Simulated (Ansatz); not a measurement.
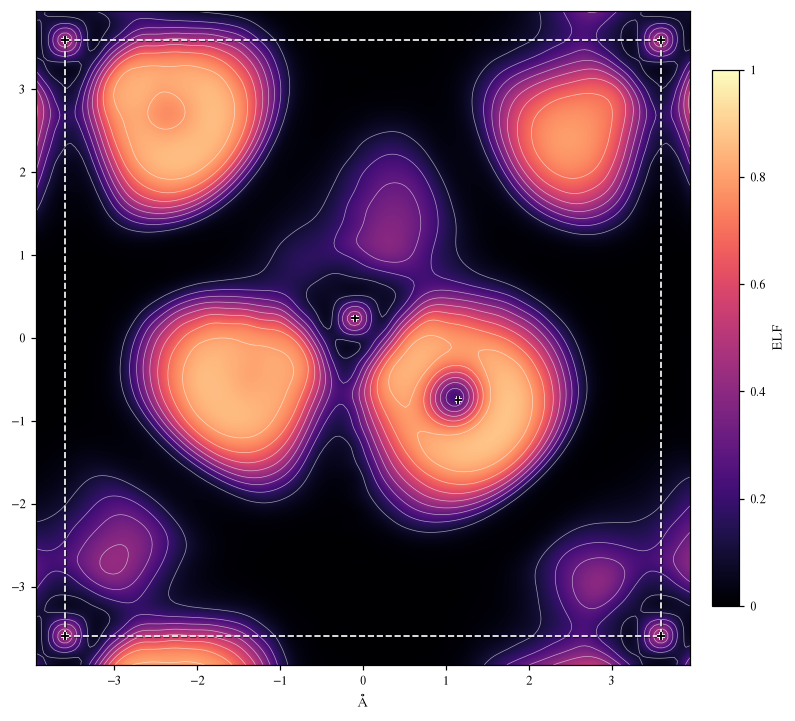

The electron localisation function on a plane through atoms (crosses mark nuclei in the plane).

These are results of DFT PBE, scalar-relativistic, plane waves, PAW (Ansatz 0.2.0), not measurements.

Candidates:
A. SnSe, a = 6.06 Å, b = 6.06 Å, c = 6.06 Å, α = 90.00°, β = 90.00°, γ = 90.00°. Space group Fm-3m.
B. Si7O16 (cell charge −2, with a compensating background) (cell with a defect), a = 7.19 Å, b = 7.19 Å, c = 8.73 Å, α = 114.31°, β = 114.31°, γ = 90.00°. 
C. AlAs, a = 5.73 Å, b = 5.73 Å, c = 5.73 Å, α = 90.00°, β = 90.00°, γ = 90.00°. Space group F-43m.

**Which system is this?**

Candidate B: Si7O16 on the (001) plane of the calculation cell, which holds Si and O. Si–O (1.59 Å): the ELF peaks at about 0.85 between the atoms.
